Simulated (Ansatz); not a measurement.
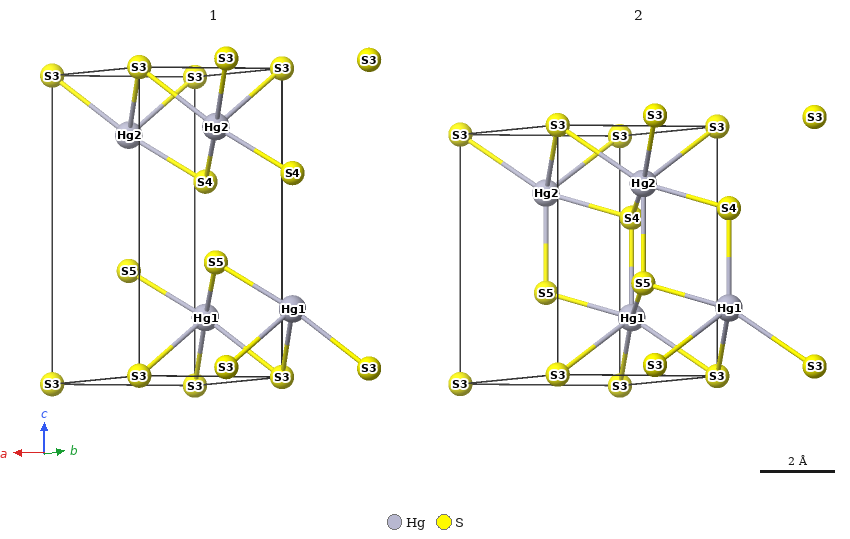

Two geometries of crystalline Hg2S3 (built on the A-type sesquioxide_164 type) (coarse preliminary run), drawn at one scale. One is the start of a relaxation, the other its converged end. A ball-and-stick model of the cell of the calculation, repeated 1 × 2 × 1 with one cell outlined, seen from a free direction.

Theory: DFT PBE, scalar-relativistic, plane waves, PAW in Ansatz. Settings: plane-wave cutoff 420 eV; k-point mesh 6 × 6 × 4; occupations gaussian; smearing width 0.1 eV; no spin polarisation; cell and atoms relaxed; force threshold 0.04 eV/Å; at most 70 steps.

Which of the two is the end point?

Answer. Structure 1 is the relaxed one. Case: A-type sesquioxide type (P-3m1, No. 164). After 12 accepted moves (14 points after the start) the energy has fallen by 0.942 eV per cell of the calculation. The largest force component goes from 0.65 to 0.0031 eV/Å. The pressure goes from 1.87 to −0.01 GPa. The SCF was repeated twice at an unchanged geometry on a basis and grid sized afresh for the cell, which shifted the energy by 33.1 meV per cell of the calculation at most. The largest moves relative to the cell, 0.37 Å, are those of Hg1 and Hg2. Hg1 goes along −c. By element the largest moves are Hg 0.37 Å, S 0.04 Å. The volume changes by −1.0 %, with a = b 4.348 → 3.891 Å (−10.5 %), c 6.765 → 8.368 Å (+23.7 %). Near-neighbour distances that change, for instance: Hg1–S4 2.706 → 3.683 Å, Hg1–S3 3.008 → 2.805 Å, Hg1–S5 2.618 → 2.609 Å. Bonds break: Hg1–S4 (2.71 → 3.68 Å), Hg2–S5 (2.71 → 3.68 Å). Bond angles that change, for instance: Hg1–S5–Hg1 112.3° → 96.4°, S5–Hg1–S5 112.3° → 96.4°. The space group stays P-3m1 (No. 164). The run took 44 s on 1 thread of Intel(R) Xeon(R) 6975P-C (Granite Rapids), with other jobs on the host, peak memory 0.45 GiB.
